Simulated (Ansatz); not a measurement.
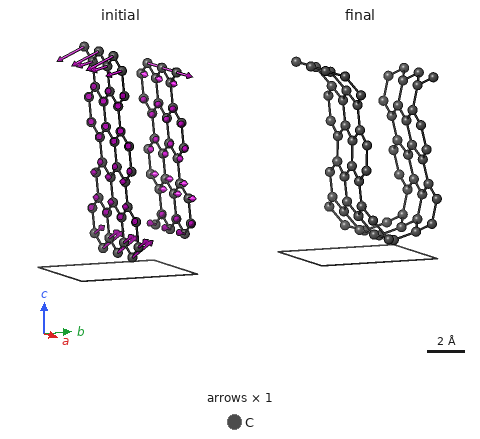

The structure of a slab of composition C (cut from the R-3m phase) before (left) and after (right) a relaxation, at one scale. The purple arrows give the displacements, at their true length.

Style: ball-and-stick. Shown: the 3 × 1 repeat of the cell, outlined in the plane, without the vacuum (origin shifted), slightly off an axis.

Case: (0 2 1) slab, atoms relaxed. The slab is the (0 2 1) face of C.

All numbers below come from DFT PBEsol, scalar-relativistic, plane waves, PAW (Ansatz).

The input:
```yaml
crystal:
  lattice:
    - [2.458910253, 0.0, 0.0]
    - [-1.2294551265, 7.2311265235, 0.0]
    - [0.0, 0.0, 26.3024263667]
  atoms:
    - { symbol: C, position: [0.8665484865, 0.7330969729, 0.285144796] }
    - { symbol: C, position: [0.3617707433, 0.7235414866, 0.3120037408] }
    - { symbol: C, position: [0.6093215631, 0.2186431261, 0.3254299423] }
    - { symbol: C, position: [0.1045438199, 0.2090876398, 0.3522888871] }
    - { symbol: C, position: [0.3520946396, 0.7041892793, 0.3657150886] }
    - { symbol: C, position: [0.8473168965, 0.694633793, 0.3925740334] }
    - { symbol: C, position: [0.0948677162, 0.1897354325, 0.4060002349] }
    - { symbol: C, position: [0.5900899731, 0.1801799462, 0.4328591798] }
    - { symbol: C, position: [0.8376407928, 0.6752815857, 0.4462853813] }
    - { symbol: C, position: [0.3328630497, 0.6657260993, 0.4731443261] }
    - { symbol: C, position: [0.5804138694, 0.1608277388, 0.4865705276] }
    - { symbol: C, position: [0.0756361263, 0.1512722525, 0.5134294724] }
    - { symbol: C, position: [0.323186946, 0.646373892, 0.5268556739] }
    - { symbol: C, position: [0.8184092029, 0.6368184057, 0.5537146187] }
    - { symbol: C, position: [0.0659600226, 0.1319200452, 0.5671408202] }
    - { symbol: C, position: [0.5611822794, 0.1223645589, 0.5939997651] }
    - { symbol: C, position: [0.8087330992, 0.6174661984, 0.6074259666] }
    - { symbol: C, position: [0.303955356, 0.6079107121, 0.6342849114] }
    - { symbol: C, position: [0.5515061758, 0.1030123516, 0.6477111129] }
    - { symbol: C, position: [0.0467284326, 0.0934568653, 0.6745700577] }
    - { symbol: C, position: [0.2942792524, 0.5885585048, 0.6879962592] }
    - { symbol: C, position: [0.7895015092, 0.5790030184, 0.714855204] }
basis:
  ecutwfc: 420
kpoints:
  mp_grid: { grid: [14, 5, 1] }
hamiltonian:
  xc: pbesol
scf:
  occupations: { method: gaussian, width: 0.05 }
output:
  forces: true
  eigenvalues: true
  write_density: true
  write_potential: true
  elf: true
  volumetric_format: npy
relax:
  adjacent_minimum: "off"
  f_tol: 0.02
  max_steps: 60
efield:
  axis: 3
  dipole_correction: true
  ramp_width: 0.04
```

Run as
```bash
ansatz run input.yaml --threads 2 --pin off --max-ram 5120MiB --backend cpu --events-out ev --progress --plain --runs-dir out
```

Q: Summarise the run.

A: The run was cut off at its time limit before the relaxation converged, so the last structure is only a point on the way. The energy falls by 8.525 eV per cell of the calculation in 15 accepted moves (16 points after the start). The largest force component goes from 3 to 2.5 eV/Å. The line search rejected the trial step at point 3 of the run. The largest moves relative to the layer's centre, 1.78 Å, are those of C1 and C22. C1 goes at 61° to the normal (+c side). The cell stays as it was. Near-neighbour distances that change, for instance: C20–C22 3.868 → 1.375 Å, C1–C3 3.868 → 1.386 Å, C19–C20 1.420 → 1.440 Å, C15–C16 1.420 → 1.426 Å. New bonds form, among them: C1–C3 (3.87 → 1.39 Å), C20–C22 (3.87 → 1.38 Å). Bond angles that change, for instance: C1–C2–C5 120.0° → 114.7°, C1–C2–C5 120.0° → 116.5°, C2–C1–C2 120.0° → 117.3°.
